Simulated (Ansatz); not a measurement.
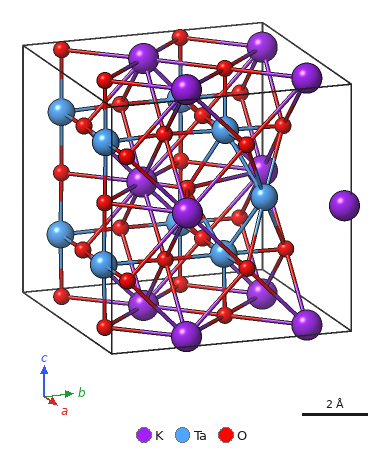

This is the input geometry for a relaxation of a defect cell of composition K8Ta9O24 (cell charge +1). The picture is a ball-and-stick view of the cell of the calculation (origin shifted), seen slightly off an axis.

The atoms of the start lie slightly off their symmetric places, so part of the fall in energy undoes that.

Theory: DFT, PBEsol, PAW, plane waves in Ansatz.

The input:
```yaml
crystal:
  lattice:
    - [7.970878, 0.000000, 0.000000]
    - [0.000000, 7.970878, 0.000000]
    - [0.000000, 0.000000, 7.970878]
  atoms:
    - { symbol: K, position: [0.000568, 0.003861, 0.000679] }
    - { symbol: K, position: [0.999387, 0.996940, 0.501074] }
    - { symbol: K, position: [0.001018, 0.498632, 0.000870] }
    - { symbol: K, position: [0.002487, 0.499239, 0.501113] }
    - { symbol: K, position: [0.501289, 0.996889, 0.000168] }
    - { symbol: K, position: [0.501912, 0.000944, 0.500108] }
    - { symbol: K, position: [0.502076, 0.498956, 0.000509] }
    - { symbol: K, position: [0.612092, 0.615363, 0.500441] }
    - { symbol: Ta, position: [0.245185, 0.247126, 0.247613], spin: 0.286 }
    - { symbol: Ta, position: [0.252294, 0.251090, 0.750488], spin: 0.286 }
    - { symbol: Ta, position: [0.247659, 0.745458, 0.250642] }
    - { symbol: Ta, position: [0.250537, 0.752876, 0.746976] }
    - { symbol: Ta, position: [0.746812, 0.248871, 0.250704] }
    - { symbol: Ta, position: [0.747437, 0.252144, 0.750343] }
    - { symbol: Ta, position: [0.748263, 0.750282, 0.248291] }
    - { symbol: Ta, position: [0.754901, 0.752093, 0.745478] }
    - { symbol: Ta, position: [0.370612, 0.369699, 0.497318], spin: 0.286 }
    - { symbol: O, position: [0.242668, 0.253446, 0.997718] }
    - { symbol: O, position: [0.138963, 0.134385, 0.497618] }
    - { symbol: O, position: [0.251683, 0.749168, 0.997702] }
    - { symbol: O, position: [0.249365, 0.749227, 0.501564] }
    - { symbol: O, position: [0.750779, 0.249206, 0.000574] }
    - { symbol: O, position: [0.747653, 0.253083, 0.499237] }
    - { symbol: O, position: [0.754376, 0.753046, 0.998227] }
    - { symbol: O, position: [0.751407, 0.753349, 0.498444] }
    - { symbol: O, position: [0.999298, 0.250241, 0.249961] }
    - { symbol: O, position: [0.000743, 0.249532, 0.746407] }
    - { symbol: O, position: [0.001871, 0.749708, 0.249015] }
    - { symbol: O, position: [0.999080, 0.755558, 0.749895] }
    - { symbol: O, position: [0.498635, 0.250421, 0.252092], spin: 0.286 }
    - { symbol: O, position: [0.502571, 0.247386, 0.753888], spin: 0.286 }
    - { symbol: O, position: [0.498968, 0.751751, 0.247336] }
    - { symbol: O, position: [0.502948, 0.746339, 0.751844] }
    - { symbol: O, position: [0.251582, 0.000639, 0.249652] }
    - { symbol: O, position: [0.246505, 0.999270, 0.756113] }
    - { symbol: O, position: [0.249610, 0.504694, 0.245376], spin: 0.286 }
    - { symbol: O, position: [0.249186, 0.493058, 0.745369], spin: 0.286 }
    - { symbol: O, position: [0.749004, 0.001491, 0.251775] }
    - { symbol: O, position: [0.752513, 0.999836, 0.753520] }
    - { symbol: O, position: [0.750164, 0.497577, 0.246892] }
    - { symbol: O, position: [0.747789, 0.501282, 0.752119] }
  symmetry: { detect: false }
kpoints:
  mp_grid: { grid: [1, 1, 1], shift: [0.25, 0.25, 0.25] }
hamiltonian:
  xc: pbesol
total_charge: 1
magnetization:
  spin_polarized: true
scf:
  occupations: { method: fermi_dirac, width: 0.01 }
relax:
  f_tol: 0.03
  max_steps: 80
  escape_saddle: false
  adjacent_minimum: "off"
output:
  forces: true
  eigenvalues: true
  populations: true
  charged_corrections: { epsilon: 200 }
```

Launched with:
```bash
ansatz run in.yaml --threads 7 --pin off --max-ram 13300MiB --runs-dir r --events-out ev --progress --plain
```

**Where does the relaxation end?**

After 8 geometry steps the energy has fallen by 17.881 eV per cell of the calculation. Largest force component: 18 eV/Å at the start, 0.017 eV/Å at the end. The atom that moves furthest is O19 (0.66 Å along [1 1 0]). By element the largest moves are O 0.66 Å, K 0.46 Å, Ta 0.24 Å. The cell stays as it was. Among the contacts that change: K2–O19 1.562 → 2.345 Å, Ta17–O19 2.632 → 1.907 Å, K8–O25 1.563 → 2.207 Å, K8–O36 3.641 → 3.108 Å. New bonds form, among them: Ta17–O19 (2.63 → 1.91 Å). Bond angles that change, for instance: Ta9–O19–Ta10 115.5° → 158.0°, K4–O19–K6 130.7° → 157.2°, K2–O19–Ta9 122.8° → 100.1°. The program noted that the starting moments weren't kept.

The end point in the same view:

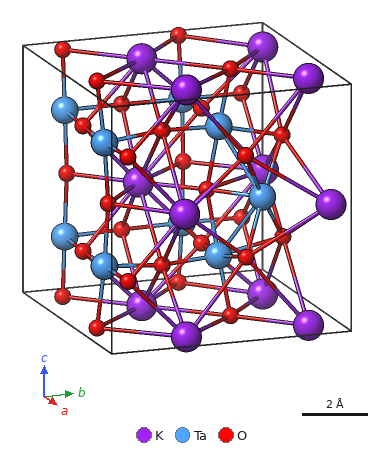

Limits of the set-up: the periodic images lie only 8.0 Å apart, so the values are limited by the cell's size; the cell is charged, on a uniform background, and energies carry no finite-size correction.
